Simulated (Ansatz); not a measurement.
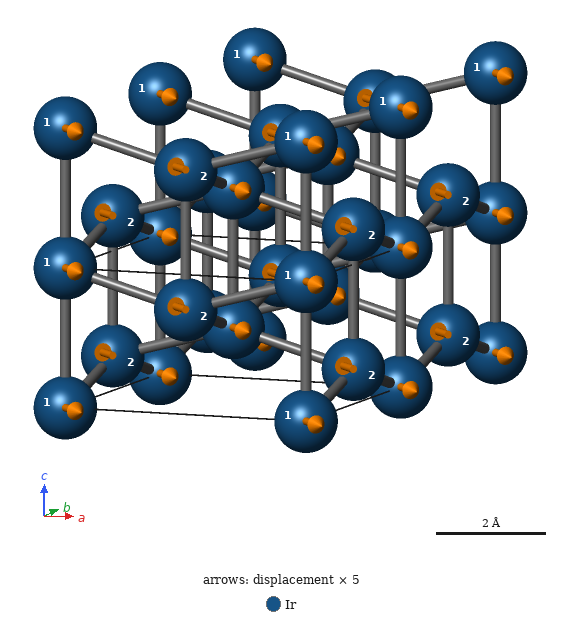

A relaxation of crystalline Ir (a generated structure, set up in I4_1/amd). The starting structure is drawn; orange arrows show the displacements (the part carried along by the change of the cell is left out), 5 times their true length.

The picture is a ball-and-stick view of the conventional cell (2 times the calculation's cell), repeated 1 × 2 × 2 with one cell outlined, seen slightly off an axis. Lengths and directions refer to the drawn axes.

Phase: beta-Sn type.

These are results of DFT, RPBE, plane waves (420 eV) with PAW, scalar-relativistic in Ansatz 0.2.0, not measurements.

The input:
```yaml
crystal:
  lattice:
    - [-2.3872555793, 2.3872555793, 1.3034415463]
    - [2.3872555793, -2.3872555793, 1.3034415463]
    - [2.3872555793, 2.3872555793, -1.3034415463]
  atoms:
    - { symbol: Ir, position: [0.0, 0.0, 0.0] }
    - { symbol: Ir, position: [0.75, 0.25, 0.5] }
hamiltonian:
  xc: rpbe
  pseudopotentials:
    kind: paw
    azcp:
      Ir: "pseudopotentials/Ir.paw.azcp"
basis:
  ecutwfc: 420
  fft_grid_basis: typed
kpoints:
  mp_grid: { grid: [14, 14, 9], shift: [0, 0, 0] }
magnetization:
  spin_polarized: false
scf:
  occupations: { method: fermi_dirac, width: 0.1 }
relax:
  max_steps: 60
  f_tol: 0.01
  cell: {}
```

Command:
```bash
ansatz run input.yaml --threads 2 --pin off --max-ram 5120MiB --backend cpu --events-out ev --progress --plain --runs-dir out
```

Question: Describe the change and its energy.

Answer: The largest moves relative to the cell, 0.15 Å, are those of Ir1 and Ir2. Ir1 goes along [1 −1 0]. Cell: a = b 4.775 → 5.071 Å (+6.2 %), c 2.607 → 2.693 Å (+3.3 %), α 90.0° → 105.4°, β 90.0° → 105.4°, γ 90.0° → 80.9°. Volume +7.8 %. Among the contacts that change: Ir1–Ir2 3.086 → 2.625 Å, Ir1–Ir2 (another image) 2.475 → 2.655 Å, Ir1–Ir2 (another image) 2.475 → 2.625 Å, Ir1–Ir1 2.607 → 2.693 Å. Among the angles between lasting bonds that change: Ir2–Ir1–Ir2 94.0° → 118.3°, Ir1–Ir1–Ir2 105.3° → 120.9°, Ir1–Ir1–Ir2 74.7° → 59.1°. The space group (tolerance 0.01 Å) goes from I4_1/amd (No. 141) to Cmcm (No. 63). After 18 accepted moves (21 points after the start) the energy has fallen by 389 meV per atom. Largest force component: 0.0032 eV/Å at the start, under 0.0001 eV/Å at the end. The pressure goes from 33.31 to 0.00 GPa. At 3 points the geometry stayed and the basis and grid were re-selected for the new cell (energy shift of 31.9 meV per atom at most each time). The run took 98 s on 2 threads of Intel(R) Xeon(R) 6975P-C (Granite Rapids), with other jobs on the host, peak memory 0.67 GiB.
